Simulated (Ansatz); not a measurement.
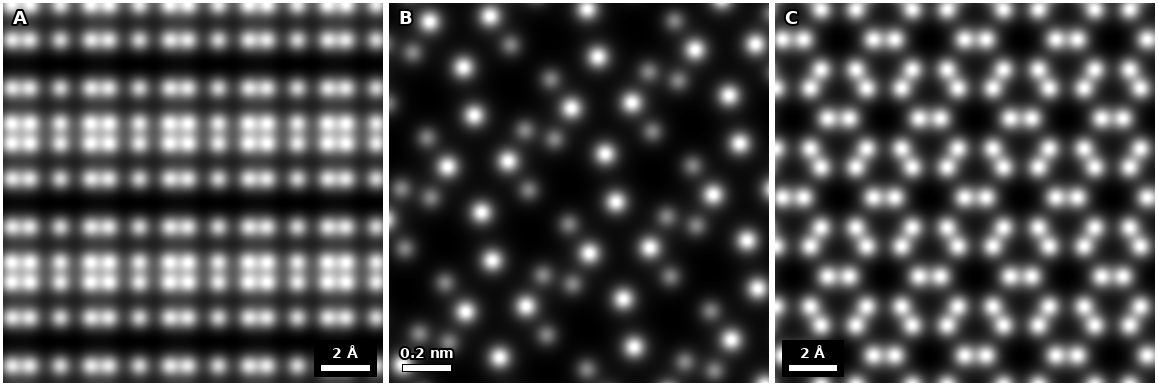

Three views of Ru (R-3m, No. 166) along different zone axes. Simulated as the projected potential of neutral atoms (B = 0.5 Å²) blurred by a 0.50 Å probe, the thin-sample limit of integrated differential phase contrast. Structure used: the end point of a relaxation with DFT r2SCAN, scalar-relativistic, plane waves, PAW (Ansatz 0.2.0); the starting structure was generated, so it need not be a known form of this composition.

```cif
data_structure
_symmetry_space_group_name_H-M 'P 1'
_symmetry_Int_Tables_number 1
_cell_length_a 6.6265
_cell_length_b 6.6265
_cell_length_c 17.4623
_cell_angle_alpha 90.000
_cell_angle_beta 90.000
_cell_angle_gamma 120.000
_cell_volume 664.04
loop_
_atom_site_label
_atom_site_type_symbol
_atom_site_fract_x
_atom_site_fract_y
_atom_site_fract_z
_atom_site_occupancy
Ru1 Ru 0.12714 0.87286 0.89093 1
Ru2 Ru 0.12714 0.25429 0.89093 1
Ru3 Ru 0.74571 0.87286 0.89093 1
Ru4 Ru 0.20619 0.79381 0.77573 1
Ru5 Ru 0.58762 0.79381 0.77573 1
Ru6 Ru 0.20619 0.41238 0.77573 1
Ru7 Ru 0.54151 0.45849 0.69174 1
Ru8 Ru 0.54151 0.08301 0.69174 1
Ru9 Ru 0.91699 0.45849 0.69174 1
Ru10 Ru 0.79183 0.20817 0.97493 1
Ru11 Ru 0.41635 0.20817 0.97493 1
Ru12 Ru 0.79183 0.58365 0.97493 1
Ru13 Ru 0.79381 0.20619 0.22427 1
Ru14 Ru 0.79381 0.58762 0.22427 1
Ru15 Ru 0.41238 0.20619 0.22427 1
Ru16 Ru 0.87286 0.12714 0.10907 1
Ru17 Ru 0.25429 0.12714 0.10907 1
Ru18 Ru 0.87286 0.74571 0.10907 1
Ru19 Ru 0.20817 0.79183 0.02507 1
Ru20 Ru 0.20817 0.41635 0.02507 1
Ru21 Ru 0.58365 0.79183 0.02507 1
Ru22 Ru 0.45849 0.54151 0.30826 1
Ru23 Ru 0.08301 0.54151 0.30826 1
Ru24 Ru 0.45849 0.91699 0.30826 1
Ru25 Ru 0.46048 0.53952 0.55760 1
Ru26 Ru 0.46048 0.92095 0.55760 1
Ru27 Ru 0.07905 0.53952 0.55760 1
Ru28 Ru 0.53952 0.46048 0.44240 1
Ru29 Ru 0.92095 0.46048 0.44240 1
Ru30 Ru 0.53952 0.07905 0.44240 1
Ru31 Ru 0.87484 0.12516 0.35841 1
Ru32 Ru 0.87484 0.74968 0.35841 1
Ru33 Ru 0.25032 0.12516 0.35841 1
Ru34 Ru 0.12516 0.87484 0.64159 1
Ru35 Ru 0.74968 0.87484 0.64159 1
Ru36 Ru 0.12516 0.25032 0.64159 1
```

Match the panels to the zone axes [001], [100] and [210].

Answer. A is [210]: projected cell 3.31 × 5.82 Å, 90°, plane group p2mm. B is [100]: projected cell 5.74 × 6.13 Å, 108°, plane group p2. C is [001]: projected cell 3.83 × 3.83 Å, 120°, plane group p6mm.
